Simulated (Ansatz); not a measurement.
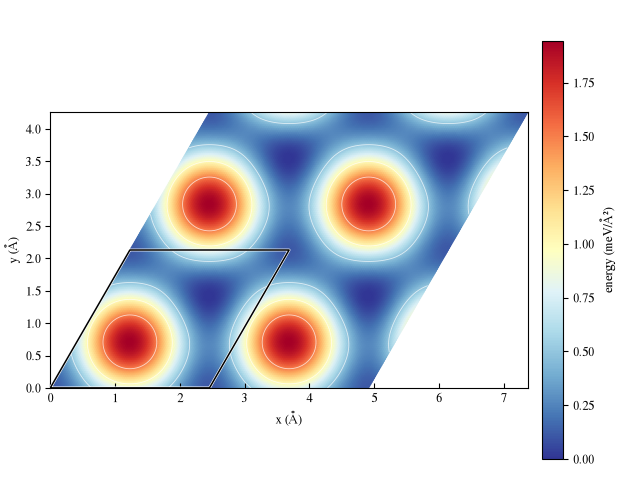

C (P6_3/mmc, No. 194; 8 atoms in the cell). Gamma surface: rigid slide across a plane, one fault a cell; the plane is (0 0 1) of the conventional cell. Places are given modulo a cell vector. The map is drawn in real space over the plane of the slide. Nothing is relaxed (rigid halves, spacing across the cut fixed). Grid: 6 × 6 points; 10 points were computed and 26 follow by symmetry. Energies: meV/Å², counted from the lowest grid point. Method: Ansatz, DFT PBEsol, scalar-relativistic, plane waves, PAW. Settings: cutoff 520 eV, k-mesh 18×18×3 in the order of the run's cell vectors, gaussian smearing 0.15 eV, no spin polarisation.

In the figure: a smooth colour map with a few white contour lines, the outline of one cell of the 2 × 2 shown. Between grid points the surface is interpolated.

The lowest grid point is at (4/6, 4/6) of the cell vectors. There is a further well near (0/6, 0/6) of the cell vectors (0.11 meV/Å² above the lowest at that grid point). These are metastable stacking faults of the rigid slide. The highest grid point, (2/6, 2/6) of the cell vectors, lies 1.94 meV/Å² above the lowest. On the interpolated surface the easiest way out of the lowest well to the well at (0/6, 0/6) of the cell vectors passes a barrier of about 0.26 meV/Å².

The system is changed to Rh (P6_3/mmc, No. 194; 8 atoms in the cell); with it change k-mesh 16×16×3 (before 18×18×3), cutoff 420 eV (before 520 eV), the gap across the cut 2.18 Å (before 3.62 Å); the new grid has 9 × 9 points.

### What does this change do to the map?

The minimum (interpolated where it lies between grid points) moves from (4/6, 4/6) of the cell vectors to (0/9, 0/9) of the cell vectors. The span from the lowest to the highest grid point grows from 1.94 to 136.71 meV/Å². The easiest pass out of the lowest well goes from about 0.26 to about 33 meV/Å² on the interpolated surfaces.

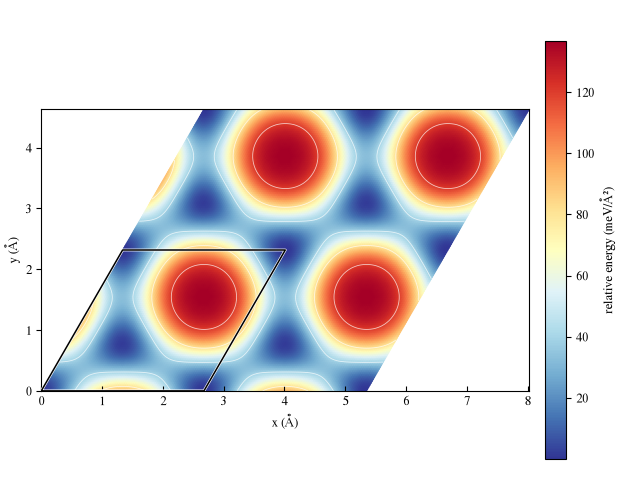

The map after the change, on a colour scale of its own. In the figure: a smooth colour map with a few white contour lines, the outline of one cell of the 2 × 2 shown. Between grid points the surface is interpolated.

PAW datasets: the set soft_1.
